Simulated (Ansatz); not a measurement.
## Run report: Si3N, geometry relaxation (part 2 of 2)

The same run, continued: Si3N (slab, 8 atoms in the cell); DFT PBEsol, scalar-relativistic, plane waves, PAW, no spin polarisation (Ansatz 0.2.0); cutoff 420 eV, 9×9×1 k-mesh, Gaussian smearing of 0.05 eV. The structure derives from a Materials Project entry. The input holds or restrains some coordinates. Forces given for the steps count only the free coordinates. It belongs to a series of runs on one base structure; here: N2 put at a hollow Si-Si site.

Geometry of the input (Å; fractional positions):
```
3.8249  0.0000  0.0000
-1.9124  3.3125  0.0000
0.0000  0.0000  27.2211
Si 0.6667  0.3333  0.3123
Si 0.3333  0.6667  0.3415
Si 0.3333  0.6667  0.4284
Si 0.6667  0.3333  0.4564
Si 0.6667  0.3333  0.5443
Si 0.3333  0.6667  0.5690
N  0.0000  0.0000  0.5550
N  0.0000  0.0000  0.5954
```

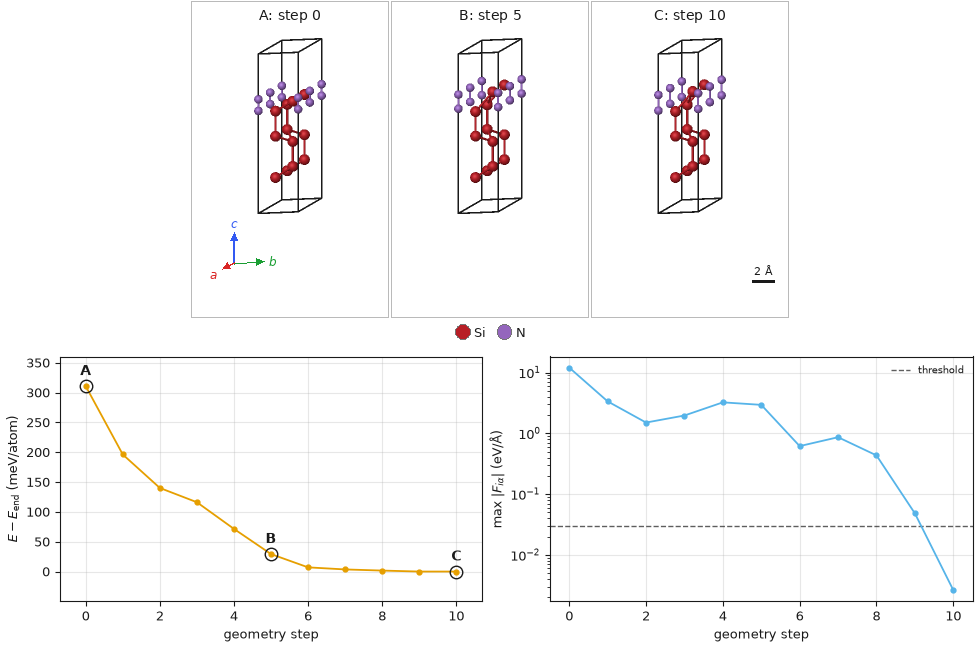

Fig. 1: Frames of the restrained relaxation (ball-and-stick view of the 2 × 1 repeat of the cell, with the vacuum cut short, seen slightly off an axis) above the curves, on which the letters mark them (the first geometry is step 0 here and step 1 in the log).

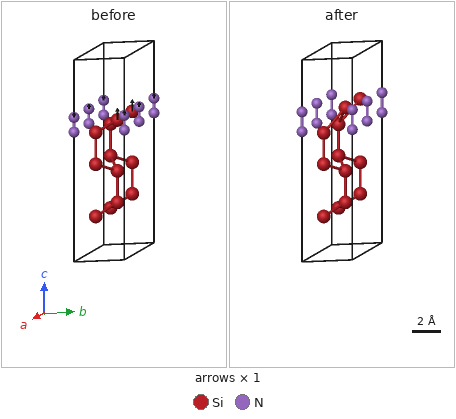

Fig. 2: Before (left) and after (right) the restrained relaxation, at one scale (ball-and-stick view of the 2 × 1 repeat of the cell, with the vacuum cut short, seen slightly off an axis). The black arrows give the displacements, at true length. Over 10 geometry steps the energy falls by 311 meV per atom. Largest force component: 12 eV/Å at the start, 0.0026 eV/Å at the end. Si6 moves most: 0.94 Å. Largest moves by element: Si 0.94 Å, N 0.42 Å. The cell stays as it was. Among the contacts that change: Si5–Si6 2.308 → 2.752 Å, N7–N8 1.100 → 1.491 Å, Si4–Si5 2.393 → 2.351 Å. Among the angles that change: Si6–Si5–Si6 111.9° → 88.1°, Si4–Si5–Si6 106.9° → 126.6°. (Atoms are counted from 1 in the order of the input.)

```
WARN: The output density's exchange-correlation potential varies sharply where the density is thin. Do not read a vacuum level from v_tot or v_xc, or from such a field of the output density. On a cell that repeats whose density bears no net charge and no dipole along the vacuum's axis use v_es (v_loc + v_h of the components); under efield.dipole_correction with no amplitude use v_es + v_field, which holds any external_charges[].barrier, or the levels of the report's work_function block, which leave it out; under a non-zero efield.amplitude the vacuum is tilted and has no level; on a cell that repeats and bears such a dipole with no correction it is tilted too, and efield.dipole_correction with no amplitude gives each side of its ramp a level where efield: is served; in a cell that repeats whose density bears a net charge (total_charge, or a fill off its count) it is curved and has none; of a slab under crystal.periodic whose density bears no net charge use v_es, which has a level on each side, short of where the two are joined; of another it falls or rises all the way out and has none; of a slab beside external_charges read slab_vacuum_level instead, which it has where they leave it neutral. The grid or the basis barely resolves most such structure, and the values can differ between equally converged runs; as a rule a tighter scf.convergence.dr2_threshold does not remove it. Where the density itself ripples (under the LDA too) a higher basis.ecutwfc lessens it. The files hold the spikes' plane waves up to the density's cutoff. Files: v_tot_of_output_density and the like, and their columns of v_z.tsv (output.write_potential); v_xc_of_output_density and the like, and their columns of v_comp_z.tsv (output.write_potential_components). Measured: with its Gaussian average of σ = 0.25 Å subtracted twice, the exchange-correlation potential is over 0.1 eV at 1 of the grid points where the equally averaged density (valence and model cores) is under 1e-3 e/Å³, and 0.102 eV at the most among them, at an averaged density of 9.4e-9 e/Å³. The input density's (outcome.potential() and, of a run that writes arrays, v_tot and v_xc) is over 0.1 eV, so measured, at 31 points of its own thin density, 0.118 eV at the most. See output.write_potential in the manual, Limitations
SCF converged after 6 iterations
Free energy (F): -4480.322157 eV
Harris-Foulkes:  -4480.322157 eV  (|F-HF|=6.99e-9)
Internal energy: -4480.314467 eV  (E = F + TS)
E sigma→0 (E₀):  -4480.318312 eV
Entropy (-TS):   -0.007690 eV (-0.961 meV/atom)
Fermi energy:    -0.219231 eV
Dipole field:    D = 0.027299 V/Å  (p = 0.052031 e·Å, saw-weighted, corrected)
Work function:   Φ+ = 4.1459 eV   Φ− = 4.8890 eV
Levels:          The Fermi level and band energies are counted from a zero that moves with the ramp; work functions are not
--- Per-component energies (eV) ---
  E_band       = -211.928844
  E_kinetic    = 484.838734
  E_local      = -15548.897173  (includes V_loc(G=0)·N_el)
  E_nonlocal   = 246.871826
  E_hartree    = 7539.968615
  E_xc         = -441.693413
  E_vxc        = -425.571867  (∫ρ·V_xc dr)
  E_paw        = -3233.907770  (= ΣΔE_a)
  E_vpaw       = -48.253166  (= ΣTr[D̂ρ^β])
  E_aug_tail   = 0.000204  (compensation charges beyond the density's cutoff)
  E_efield     = 0.000710  (sawtooth field / dipole correction)
  E_vefield    = -0.850197  (∫n·V_field dr)
  E_ewald      = 6472.258239
  E_core_change = 0.245562  (= ΣΔE_core)
  E_smearing   = -0.007690  (= −TS)
  E_closure    = -0.000000  (closes the sum)
  Σ components = -4480.322157   (vs F -4480.322157, Δ=0.00e0)
--- Forces (eV/Å), atoms counted from 1 ---
  atom   1  Si     0.00000000    -0.00000000     0.55044849
  atom   2  Si     0.00000000     0.00000000    -0.81238620
  atom   3  Si    -0.00000000     0.00000000     0.26496505
  atom   4  Si     0.00000000    -0.00000000    -0.00263731
  atom   5  Si     0.00000000    -0.00000000    -0.00125485
  atom   6  Si    -0.00000000     0.00000000     0.00138420
  atom   7  N     -0.00000000     0.00000000    -0.00089213
  atom   8  N      0.00000000    -0.00000000     0.00053508
  max |Σ_I F_I| component: 1.62e-4 eV/Å
--- Band table (eV; the first three rows and the last of 12) ---
  k-point 0: bands = ["-19.4661", "-12.4839", "-11.6162", "-10.4263", "-8.1574", "-6.1352", "-6.1352", "-5.9194", "-4.5673", "-3.5022", "-1.7927", "-1.7927", "-1.1419", "-1.1419", "-0.9512", "-0.2339", "-0.2339", "0.3353", "0.6901", "0.6901", "1.4134", "2.5253", "2.5428", "2.5428", "2.9492"]
  k-point 1: bands = ["-19.4181", "-12.3975", "-11.4896", "-10.2937", "-8.5099", "-6.4395", "-6.2643", "-5.5335", "-4.2312", "-3.7962", "-2.2529", "-2.0522", "-1.8539", "-1.3688", "-1.2110", "-0.4843", "-0.3837", "0.1126", "0.3425", "0.9319", "1.8894", "2.7074", "2.9956", "3.1700", "3.2498"]
  k-point 2: bands = ["-19.2919", "-12.1658", "-11.1154", "-9.9402", "-9.1968", "-6.5920", "-6.5532", "-5.4896", "-4.5699", "-3.6162", "-3.4417", "-3.0049", "-2.1446", "-1.9100", "-1.7072", "-0.9690", "-0.7626", "-0.0181", "0.7601", "1.5098", "1.6676", "2.5872", "3.1867", "3.7864", "3.8126"]
  k-point 11: bands = ["-18.9599", "-11.4871", "-9.8593", "-9.6831", "-8.8339", "-8.0943", "-7.2363", "-6.8595", "-5.5049", "-4.8388", "-4.6557", "-4.3598", "-3.6633", "-2.6548", "-1.9408", "-0.5228", "-0.1537", "0.1678", "0.9953", "1.9413", "2.0505", "2.6902", "3.9143", "4.1718", "4.9887"]
--- Relaxed structure (11 steps of the walk, 11 accepted, 0 SCFs on fresh bases) ---
  F+E_penalty+E_count = -4480.32215723 eV   max|allowed force component| = 2.637e-3 eV/Å
  atoms:
    - { symbol: Si, position: [0.6666666666666666, 0.3333333333333333, 0.3122574063] }
    - { symbol: Si, position: [0.3333333333333333, 0.6666666666666666, 0.3415299163] }
    - { symbol: Si, position: [0.3333333333333333, 0.6666666666666666, 0.42842268850000004] }
    - { symbol: Si, position: [0.6666666666666666, 0.3333333333333333, 0.4567009870721229] }
    - { symbol: Si, position: [0.6666666666666666, 0.3333333333333333, 0.5430704560551277] }
    - { symbol: Si, position: [0.3333333333333333, 0.6666666666666666, 0.6033779834075815] }
    - { symbol: N, position: [-2.9330657163658343e-19, -5.838440955993425e-33, 0.5561301161910183] }
    - { symbol: N, position: [-4.07781196671405e-18, 2.795668407973616e-33, 0.6109091031066266] }
```

Trajectory as extended XYZ (Å, eV, eV/Å), 11 frames, from step=1 to step=11:
```
8
Lattice="3.8249 0.0000 0.0000 -1.9124 3.3125 0.0000 0.0000 0.0000 27.2211" Properties=species:S:1:pos:R:3:forces:R:3 step=1 energy=-4477.83615
Si    1.9124    1.1041    8.5000    0.0000   0.0000   0.5064
Si    0.0000    2.2083    9.2968    0.0000   0.0000  -0.6333
Si    0.0000    2.2083   11.6622    0.0000   0.0000   0.0452
Si    1.9124    1.1041   12.4243    0.0000   0.0000  -0.1525
Si    1.9124    1.1041   14.8176    0.0000   0.0000  -1.9482
Si    0.0000    2.2083   15.4882    0.0000   0.0000   0.8723
N     0.0000    0.0000   15.1082    0.0000   0.0000 -10.7213
N     0.0000    0.0000   16.2082    0.0000   0.0000  12.0318
8
Lattice="3.8249 0.0000 0.0000 -1.9124 3.3125 0.0000 0.0000 0.0000 27.2211" Properties=species:S:1:pos:R:3:forces:R:3 step=2 energy=-4478.75237
Si    1.9124    1.1041    8.5000    0.0000   0.0000   0.4670
Si    0.0000    2.2083    9.2968    0.0000   0.0000  -0.7202
Si    0.0000    2.2083   11.6622    0.0000   0.0000  -0.0252
Si    1.9124    1.1041   12.3970    0.0000   0.0000   0.1092
Si    1.9124    1.1041   14.7854    0.0000   0.0000  -1.5833
Si    0.0000    2.2083   15.6077    0.0000   0.0000   1.3236
N     0.0000    0.0000   15.2165    0.0000   0.0000  -2.9238
N     0.0000    0.0000   16.4029    0.0000   0.0000   3.3510
8
Lattice="3.8249 0.0000 0.0000 -1.9124 3.3125 0.0000 0.0000 0.0000 27.2211" Properties=species:S:1:pos:R:3:forces:R:3 step=3 energy=-4479.20114
Si    1.9124    1.1041    8.5000    0.0000   0.0000   0.4806
Si    0.0000    2.2083    9.2968    0.0000   0.0000  -0.7985
Si    0.0000    2.2083   11.6622    0.0000   0.0000  -0.1423
Si    1.9124    1.1041   12.3753    0.0000   0.0000  -0.3393
Si    1.9124    1.1041   14.6649    0.0000   0.0000   0.1109
Si    0.0000    2.2083   15.8041    0.0000   0.0000   1.1082
N     0.0000    0.0000   15.2935    0.0000   0.0000  -1.5026
N     0.0000    0.0000   16.5319    0.0000   0.0000   1.0827
8
Lattice="3.8249 0.0000 0.0000 -1.9124 3.3125 0.0000 0.0000 0.0000 27.2211" Properties=species:S:1:pos:R:3:forces:R:3 step=4 energy=-4479.39252
Si    1.9124    1.1041    8.5000    0.0000   0.0000   0.4824
Si    0.0000    2.2083    9.2968    0.0000   0.0000  -0.7089
Si    0.0000    2.2083   11.6622    0.0000   0.0000   0.1789
Si    1.9124    1.1041   12.4352    0.0000   0.0000  -0.2408
Si    1.9124    1.1041   14.7665    0.0000   0.0000  -0.1404
Si    0.0000    2.2083   16.0041    0.0000   0.0000   1.2029
N     0.0000    0.0000   15.3612    0.0000   0.0000  -1.9628
N     0.0000    0.0000   16.6188    0.0000   0.0000   1.1889
8
Lattice="3.8249 0.0000 0.0000 -1.9124 3.3125 0.0000 0.0000 0.0000 27.2211" Properties=species:S:1:pos:R:3:forces:R:3 step=5 energy=-4479.75001
Si    1.9124    1.1041    8.5000    0.0000   0.0000   0.5728
Si    0.0000    2.2083    9.2968    0.0000   0.0000  -0.7587
Si    0.0000    2.2083   11.6622    0.0000   0.0000   0.1759
Si    1.9124    1.1041   12.4325    0.0000   0.0000  -0.1800
Si    1.9124    1.1041   14.7629    0.0000   0.0000   0.2485
Si    0.0000    2.2083   16.1990    0.0000   0.0000   1.3212
N     0.0000    0.0000   15.3400    0.0000   0.0000  -3.2299
N     0.0000    0.0000   16.6420    0.0000   0.0000   1.8507
8
Lattice="3.8249 0.0000 0.0000 -1.9124 3.3125 0.0000 0.0000 0.0000 27.2211" Properties=species:S:1:pos:R:3:forces:R:3 step=6 energy=-4480.08785
Si    1.9124    1.1041    8.5000    0.0000   0.0000   0.5990
Si    0.0000    2.2083    9.2968    0.0000   0.0000  -0.7633
Si    0.0000    2.2083   11.6622    0.0000   0.0000   0.2416
Si    1.9124    1.1041   12.4407    0.0000   0.0000  -0.1615
Si    1.9124    1.1041   14.7742    0.0000   0.0000   0.5466
Si    0.0000    2.2083   16.3935    0.0000   0.0000   0.6775
N     0.0000    0.0000   15.3148    0.0000   0.0000  -2.9368
N     0.0000    0.0000   16.6659    0.0000   0.0000   1.7965
8
Lattice="3.8249 0.0000 0.0000 -1.9124 3.3125 0.0000 0.0000 0.0000 27.2211" Properties=species:S:1:pos:R:3:forces:R:3 step=7 energy=-4480.26584
Si    1.9124    1.1041    8.5000    0.0000   0.0000   0.5575
Si    0.0000    2.2083    9.2968    0.0000   0.0000  -0.7842
Si    0.0000    2.2083   11.6622    0.0000   0.0000   0.4026
Si    1.9124    1.1041   12.4550    0.0000   0.0000  -0.0834
Si    1.9124    1.1041   14.8147    0.0000   0.0000   0.0445
Si    0.0000    2.2083   16.5887    0.0000   0.0000  -0.6086
N     0.0000    0.0000   15.1820    0.0000   0.0000  -0.1467
N     0.0000    0.0000   16.6307    0.0000   0.0000   0.6158
8
Lattice="3.8249 0.0000 0.0000 -1.9124 3.3125 0.0000 0.0000 0.0000 27.2211" Properties=species:S:1:pos:R:3:forces:R:3 step=8 energy=-4480.29364
Si    1.9124    1.1041    8.5000    0.0000   0.0000   0.5453
Si    0.0000    2.2083    9.2968    0.0000   0.0000  -0.7983
Si    0.0000    2.2083   11.6622    0.0000   0.0000   0.2919
Si    1.9124    1.1041   12.4352    0.0000   0.0000   0.0482
Si    1.9124    1.1041   14.7959    0.0000   0.0000  -0.0449
Si    0.0000    2.2083   16.4916    0.0000   0.0000  -0.2202
N     0.0000    0.0000   15.1718    0.0000   0.0000  -0.6857
N     0.0000    0.0000   16.6069    0.0000   0.0000   0.8624
8
Lattice="3.8249 0.0000 0.0000 -1.9124 3.3125 0.0000 0.0000 0.0000 27.2211" Properties=species:S:1:pos:R:3:forces:R:3 step=9 energy=-4480.30891
Si    1.9124    1.1041    8.5000    0.0000   0.0000   0.5465
Si    0.0000    2.2083    9.2968    0.0000   0.0000  -0.8172
Si    0.0000    2.2083   11.6622    0.0000   0.0000   0.2356
Si    1.9124    1.1041   12.4274    0.0000   0.0000  -0.0467
Si    1.9124    1.1041   14.7662    0.0000   0.0000   0.4331
Si    0.0000    2.2083   16.4377    0.0000   0.0000   0.0895
N     0.0000    0.0000   15.1828    0.0000   0.0000  -0.1990
N     0.0000    0.0000   16.6780    0.0000   0.0000  -0.2433
8
Lattice="3.8249 0.0000 0.0000 -1.9124 3.3125 0.0000 0.0000 0.0000 27.2211" Properties=species:S:1:pos:R:3:forces:R:3 step=10 energy=-4480.32204
Si    1.9124    1.1041    8.5000    0.0000   0.0000   0.5508
Si    0.0000    2.2083    9.2968    0.0000   0.0000  -0.8080
Si    0.0000    2.2083   11.6622    0.0000   0.0000   0.2706
Si    1.9124    1.1041   12.4335    0.0000   0.0000  -0.0150
Si    1.9124    1.1041   14.7841    0.0000   0.0000  -0.0076
Si    0.0000    2.2083   16.4231    0.0000   0.0000   0.0162
N     0.0000    0.0000   15.1400    0.0000   0.0000  -0.0482
N     0.0000    0.0000   16.6281    0.0000   0.0000   0.0427
8
Lattice="3.8249 0.0000 0.0000 -1.9124 3.3125 0.0000 0.0000 0.0000 27.2211" Properties=species:S:1:pos:R:3:forces:R:3 step=11 energy=-4480.32216
Si    1.9124    1.1041    8.5000    0.0000   0.0000   0.5504
Si    0.0000    2.2083    9.2968    0.0000   0.0000  -0.8124
Si    0.0000    2.2083   11.6622    0.0000   0.0000   0.2650
Si    1.9124    1.1041   12.4319    0.0000   0.0000  -0.0026
Si    1.9124    1.1041   14.7830    0.0000   0.0000  -0.0013
Si    0.0000    2.2083   16.4246    0.0000   0.0000   0.0014
N     0.0000    0.0000   15.1385    0.0000   0.0000  -0.0009
N     0.0000    0.0000   16.6296    0.0000   0.0000   0.0005
```

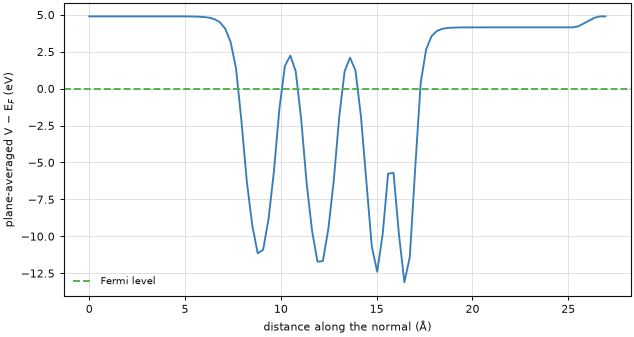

Fig. 3: Plane average of the electrostatic potential energy of an electron across the cell, from the Fermi level. The vacuum level lies 4.15 eV above the Fermi level on the upper side and 4.89 eV on the lower.

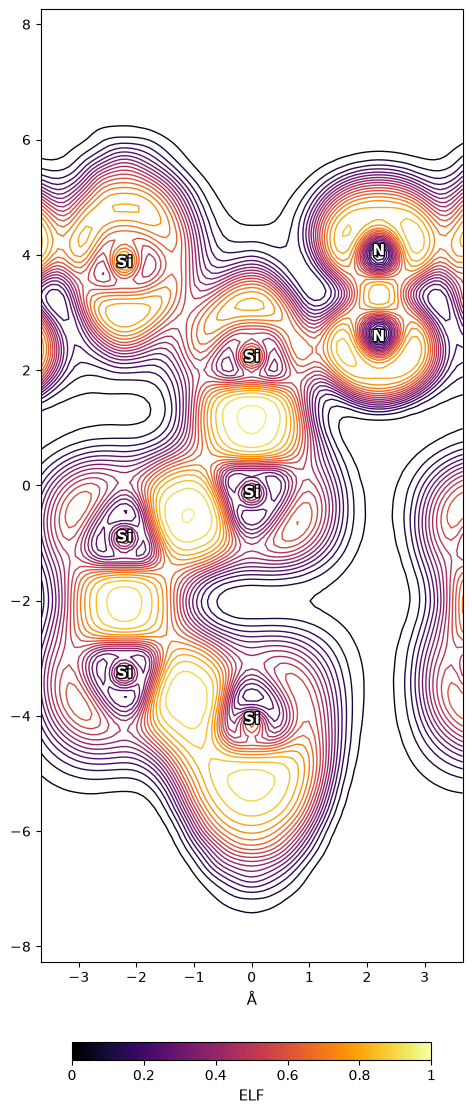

Fig. 4: ELF on the (110) plane of the calculation cell, a cut from vacuum to vacuum. Atoms in the plane: Si and N. N–N (1.49 Å): the ELF peaks at about 0.85 between the atoms, which marks a shared electron pair. In a PAW calculation such maps are meaningful between the atoms, not at the nuclei.

Results in brief:

- outcome: converged under the restraints of the input
- electrons treated: 34
- free energy: −4480.3222 eV
- work function, top face: 4.15 eV
- work function, bottom face: 4.89 eV
- Fermi energy: −0.219 eV
- gap on the k-point mesh: none (metallic)
- final volume: 344.89 Å³
- work function (upper face): 4.15 eV
- largest force (length of the vector) at the end, held atoms and coordinates included: 0.812 eV/Å
- hardware: 1 thread of AMD EPYC (Zen 5), 64 GiB of memory available, shared host
- wall time: 59 s
- peak memory: 0.55 GiB

Remarks:

The electronic state found may not be the lowest one. Notes on the run: the exchange-correlation potential is rough where the density is thin.
